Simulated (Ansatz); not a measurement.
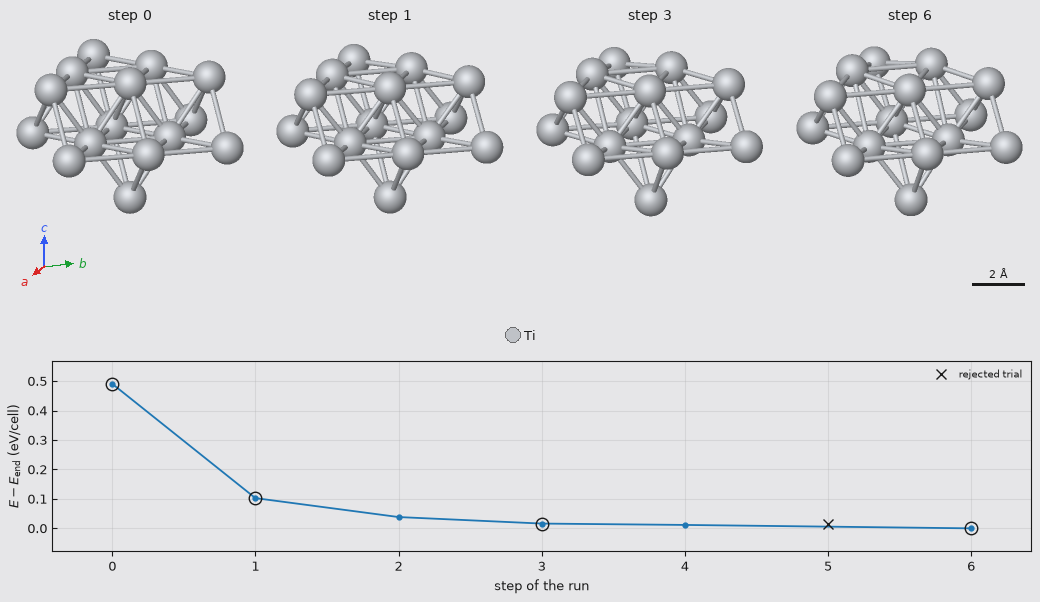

Frames of a constrained relaxation of a slab of composition Ti (cut from the Im-3m phase), marked on the history of the run. Style: ball-and-stick. Shown: the atoms within 5.0 Å of the atom that moves most (axes of the 1 × 2 repeat of the cell, outlined in the plane, without the vacuum (origin shifted)), slightly off an axis.

Case: stripe over 3 of 6 cells, two steps. 12 atoms are held fixed.

Level of theory: DFT PBEsol, scalar-relativistic, plane waves, PAW in Ansatz 0.2.0. Set-up: plane-wave cutoff 420 eV; k-point mesh 3 × 14 × 1; occupations gaussian; smearing width 0.1 eV; no spin polarisation; dipole correction; atoms relaxed in a fixed cell; force threshold 0.02 eV/Å; at most 45 steps.

Question: Describe the path.

Answer: The largest moves, 0.29 Å, are those of Ti atoms. The cell stays as it was. Among the contacts that change: Ti–Ti 3.210 → 2.840 Å, Ti–Ti 3.210 → 3.491 Å, Ti–Ti 3.210 → 2.981 Å, Ti–Ti 3.210 → 3.072 Å. Over 5 accepted moves (6 points after the start) the energy falls by 0.491 eV per cell of the calculation. Largest force component: 0.87 eV/Å at the start, 0.019 eV/Å at the end. The line search rejected the trial step at point 5 of the run. The run took 21 min on 4 threads of AMD EPYC 7R43 64-Core Processor (Zen 3), on a shared host, peak memory 5.1 GiB. From step 0 to 1: Ti atoms move most (0.19 Å), energy −0.388 eV per cell of the calculation. From step 1 to 3: Ti atoms move most (0.14 Å), energy −86.4 meV per cell of the calculation. From step 3 to 6: a Ti atom moves most (0.14 Å), energy −16.2 meV per cell of the calculation.
